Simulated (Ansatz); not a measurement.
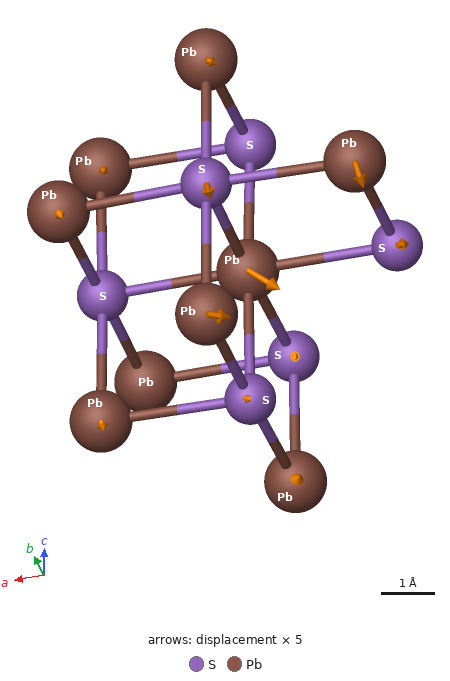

This is a relaxation of a defect cell of composition S₃₂Pb₃₁ (cell charge −2). The starting structure is drawn; orange arrows show the displacements, magnified 5 times.

The picture is a ball-and-stick view of the atoms within 4.2 Å of the atom that moves most (axes of the cell of the calculation (origin shifted)), seen from a free direction.

The calculation used DFT, PBEsol, PAW, plane waves in Ansatz 0.2.0. Settings: plane-wave cutoff 420 eV; k-point mesh 1 × 1 × 1; mesh shifted by (0.25, 0.25, 0.25); no spin polarisation; atoms relaxed in a fixed cell; force threshold 0.03 eV/Å; at most 80 steps.

**Atoms of which element are displaced furthest, and by how much?**

Lead: up to 0.15 Å, against 0.08 Å for sulfur.

**What did the optimiser do to the structure, and how much energy did it gain?**

Over 3 geometry steps the energy falls by 0.608 eV per cell of the calculation. Largest force component: 0.62 eV/Å at the start, 0.013 eV/Å at the end. The atom that moves furthest is a Pb atom (0.15 Å along [−3 −1 −2]). By element the largest moves are Pb 0.15 Å, S 0.08 Å. The cell doesn't change. Some distances before and after: Pb–S 2.893 → 3.015 Å, Pb–S 2.973 → 2.883 Å, Pb–S 2.942 → 3.020 Å, Pb–S 2.930 → 2.884 Å. Bond angles that change, for instance: S–Pb–S 89.2° → 94.4°, S–Pb–S 90.9° → 86.8°, S–Pb–S 179.4° → 176.2°.

Limits of the set-up: the cell is charged, on a uniform background, and energies carry no finite-size correction.
